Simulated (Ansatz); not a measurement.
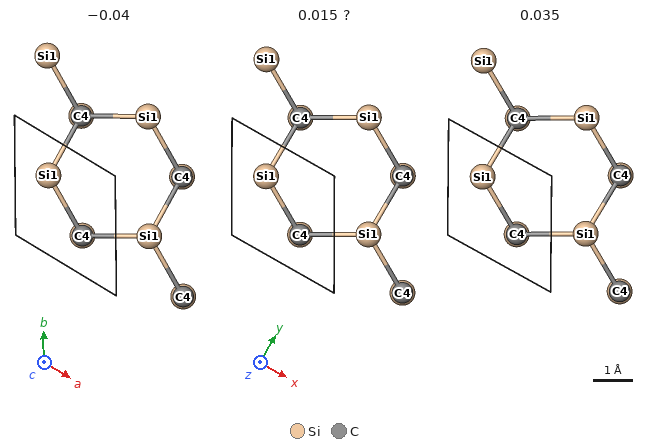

Solid SiC (P6_3mc): the cell is strained in shear in the xy plane, with the atoms kept at their fractional coordinates. x, y and z are the Cartesian axes of the input. Style: ball-and-stick. Shown: the cell of the calculation, repeated 2 × 2 × 1 with one cell outlined, along the c axis.

Level of theory: DFT PBE, scalar-relativistic, plane waves, PAW in Ansatz 0.2.0. (plane-wave cutoff 420 eV; k-point mesh 12 × 12 × 6; occupations gaussian; smearing width 0.05 eV; no spin polarisation). Energies (free energies at the smearing named) are counted from the cell as listed in its source, which wasn't relaxed.

| engineering shear strain | ΔE (meV/atom) |
| --- | --- |
| −0.040 | 12.8 |
| −0.020 | 3.2 |
| 0.000 | 0.0 |
| 0.005 | 0.2 |
| 0.010 | 0.8 |
| 0.015 | ? |
| 0.025 | 5.0 |
| 0.030 | 7.2 |
| 0.035 | 9.8 |

### Estimate the missing energy from the other rows, and compare with the calculation.

A straight line between the two neighbours gives 2.2 meV/atom. A cubic through the four nearest rows (0.005, 0.010, 0.025, 0.030) gives, with Lagrange weights, (−0.3000)(0.2) + (1.0000)(0.8) + (0.5000)(5.0) + (−0.2000)(7.2) = 1.8 meV/atom. The calculation gives 1.8 meV/atom, so the cubic is right to the digits shown and the straight line 0.4 meV/atom too high, as the curve bends upwards here.

The whole profile:

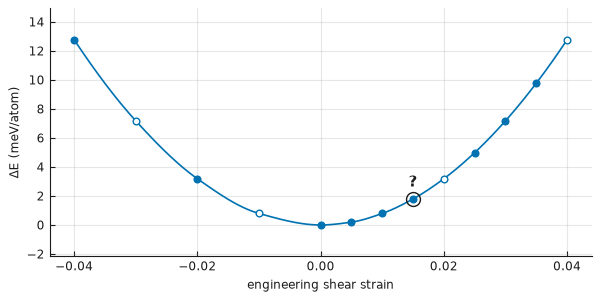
